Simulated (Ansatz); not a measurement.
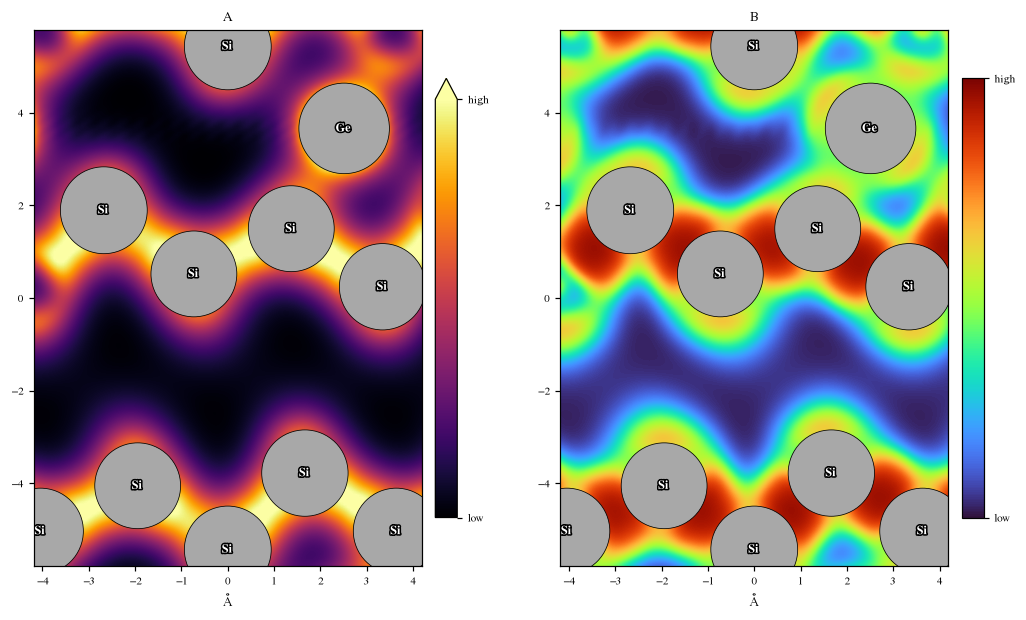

Si$_{16}$Ge (cell with a defect): 2 fields on the (101̄) plane of the calculation cell, with unlabelled colour scales. Grey discs cover the atomic cores.

PAW files of the earlier set (soft_1).

These are results of DFT PBE, scalar-relativistic, plane waves, PAW (Ansatz), not measurements.

Q: The panels show electron localisation function and valence pseudo-density in some order. Assign them.

A: Panel A: valence pseudo-density. Panel B: electron localisation function. From the grid: Si–Si (2.32 Å): the density is about 0.58 e/Å³ at the midpoint; the ELF peaks at about 0.95 between the atoms. Si–Ge (2.45 Å): the density is about 0.41 e/Å³ at the midpoint; the ELF peaks at about 0.60 in the valence shell of Si, 0.9 Å from its nucleus, and is about 0.55 at the midpoint.
